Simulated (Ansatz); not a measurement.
```
CELL_PARAMETERS angstrom
5.03800 0.00000 0.00000
-2.51900 4.36304 0.00000
0.00000 0.00000 13.77200
ATOMIC_POSITIONS crystal
Fe 0.66667 0.33333 0.17907
Fe 0.33333 0.66667 0.51241
Fe 0.00000 0.00000 0.84574
Fe 0.33333 0.66667 0.32093
Fe 0.00000 0.00000 0.65426
Fe 0.66667 0.33333 0.98759
Fe 0.00000 0.00000 0.15426
Fe 0.66667 0.33333 0.48759
Fe 0.33333 0.66667 0.82093
Fe 0.33333 0.66667 0.01241
Fe 0.00000 0.00000 0.34574
Fe 0.66667 0.33333 0.67907
O 0.98050 0.33333 0.08333
O 0.64717 0.66667 0.41667
O 0.31383 0.00000 0.75000
O 0.66667 0.64717 0.08333
O 0.33333 0.98050 0.41667
O 0.00000 0.31383 0.75000
O 0.35283 0.01950 0.08333
O 0.01950 0.35283 0.41667
O 0.68617 0.68617 0.75000
O 0.68617 0.00000 0.25000
O 0.35283 0.33333 0.58333
O 0.01950 0.66667 0.91667
O 0.00000 0.68617 0.25000
O 0.66667 0.01950 0.58333
O 0.33333 0.35283 0.91667
O 0.31383 0.31383 0.25000
O 0.98050 0.64717 0.58333
O 0.64717 0.98050 0.91667
```

Space group R-3c; computed pressure about −17 GPa in this cell; the SCF solution may not be the lowest one; the program warned that another magnetic order may lie lower; spin-polarised.

All numbers below come from DFT PBEsol, scalar-relativistic, plane waves, PAW (Ansatz 0.2.0).

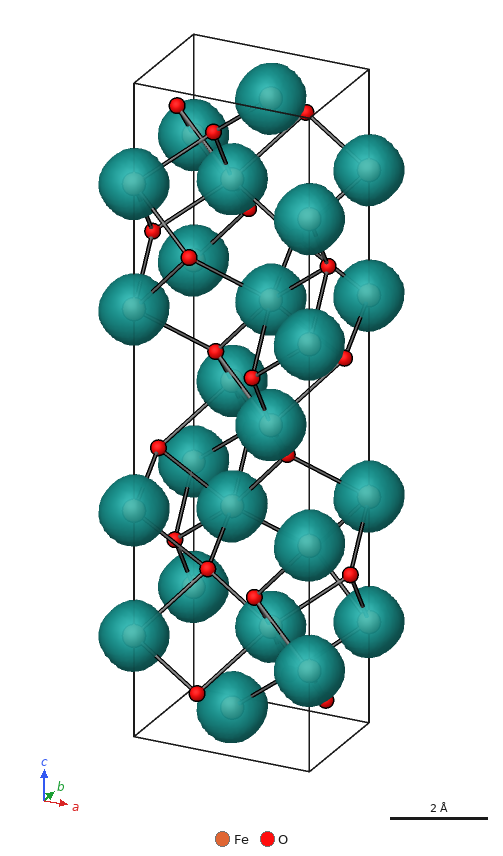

Fe2O3. Isosurface of the spin density at +0.4 e/Å³ (teal), seen slightly off an axis. Sticks mark near contacts.

In a PAW calculation such maps are meaningful between the atoms, not at the nuclei.

Where is the spin, and how is it ordered?

Answer. The spin density sits on Fe: +2.7 μB (×12) in one cell of 30 atoms, with smaller moments on other sites: O (up to +0.12 μB): parallel main moments (a ferromagnetic arrangement) in this solution. The cell of the calculation (10 atoms) carries 12.6 μB of net spin moment.
